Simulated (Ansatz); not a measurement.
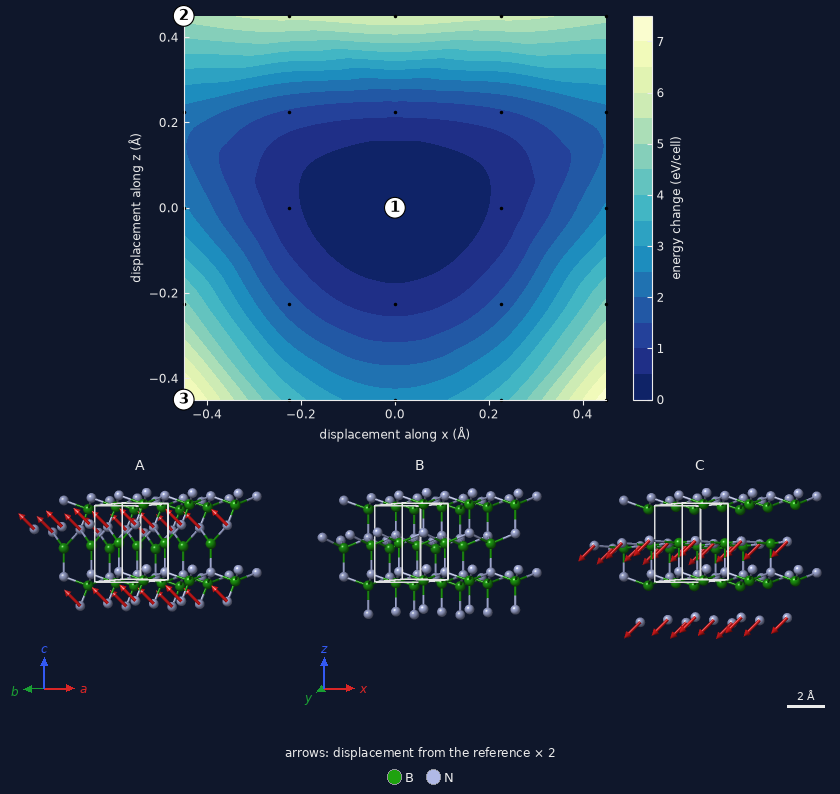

Solid BN (P6_3mc): an N atom (one in each cell of 4 atoms) is moved over the plane of the Cartesian directions x and z, all else fixed. The map is interpolated between the computed points (dots). The frames are shuffled; each belongs to one numbered point. A ball-and-stick model of the cell of the calculation, repeated 3 × 3 × 1 with one cell outlined, seen nearly along the normal of the scanned plane. Red arrows: displacements from the reference.

These are results of DFT PBE, scalar-relativistic, plane waves, PAW (Ansatz), not measurements. Settings: plane-wave cutoff 420 eV; k-point mesh 12 × 12 × 6; occupations gaussian; smearing width 0.05 eV; no spin polarisation. Energies (free energies at the smearing named) are counted from the cell as listed in its source, which wasn't relaxed.

Which frame belongs to which numbered point?

Point 1 is frame B, at (0.000, 0.000) and 0.00 eV/cell; 2 is frame A, at (−0.450, 0.450) and 5.20 eV/cell; 3 is frame C, at (−0.450, −0.450) and 7.32 eV/cell. In pairs of (displacement along x (Å); displacement along z (Å)): the lowest computed point lies at (0.000, 0.000) (0.00 eV/cell), the highest at (−0.450, −0.450), (0.450, −0.450) (7.32 eV/cell).
